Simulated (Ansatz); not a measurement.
**Al: density, localisation and related maps**

```
Al
1.0
     2.92700    0.00000    0.00000
     0.00000    5.06971    0.00000
     0.00000    0.00000    9.24105
Al
8
Direct
  0.82746 0.00000 0.00000
  0.32746 0.50000 0.00000
  0.00000 0.33333 0.25000
  0.50000 0.83333 0.25000
  0.17254 0.00000 0.50000
  0.67254 0.50000 0.50000
  0.50000 0.16667 0.75000
  0.00000 0.66667 0.75000
```

Space group C222₁; a point of a scan over the structure, not its minimum; a structure from a database of computed crystals, not necessarily the ambient phase; changed on purpose from its base cell (mode 4 frozen in at -0.486 Å, equal normal strain along x and y +0.0400); not relaxed (largest force 0.4 eV/Å); computed pressure about −4 GPa in this cell; PAW files of the earlier set (soft_1).

All numbers below come from DFT PBE+D3(BJ), scalar-relativistic, plane waves, PAW (Ansatz 0.2.0).

In a PAW calculation such maps are meaningful between the atoms, not at the nuclei.

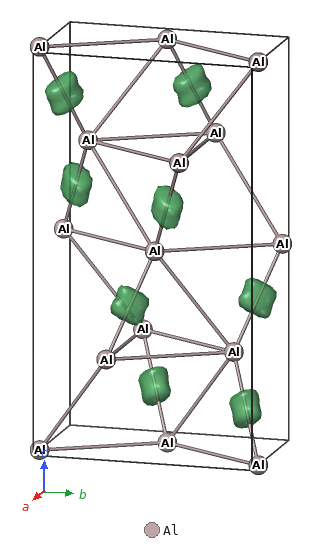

Figure 1. Isosurface of the electron localisation function at 0.75 (green), seen slightly off an axis. Core shells and regions of very low density are left out. Sticks mark near contacts.

### Identify the bonds, lone pairs and shells in this picture.

At this value the surface marks out eight regions between bonded Al–Al atoms, counted in one cell of 8 atoms. Any copies at cell faces, edges or corners count once. Profiles from the grid: Al–Al (2.64 Å): the ELF peaks at about 0.80 between the atoms. Al–Al (2.91 Å): the ELF peaks at about 0.65 between the atoms.

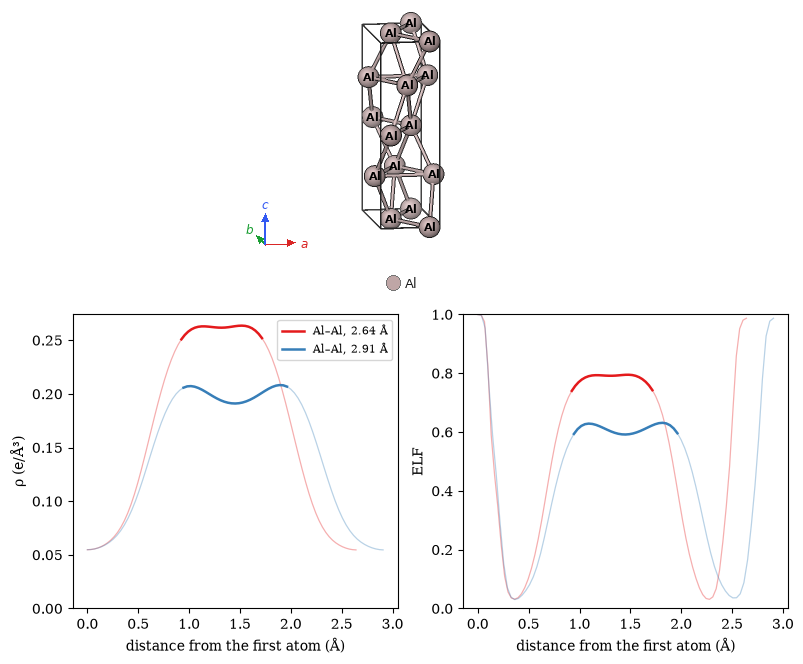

Figure 2. Valence electron density and electron localisation function along straight lines between neighbouring atoms. Thin, pale parts lie inside the atomic spheres. The structure is drawn too.

### What can be read from the curves?

Al–Al (2.64 Å): the density is about 0.26 e/Å³ at the midpoint; the ELF peaks at about 0.80 between the atoms.
Al–Al (2.91 Å): ρ is about 0.19 e/Å³ halfway; the ELF peaks at about 0.65 between the atoms.

### Does the calculation give a band gap?

It is metallic or semimetallic at this level of theory: no gap opens.
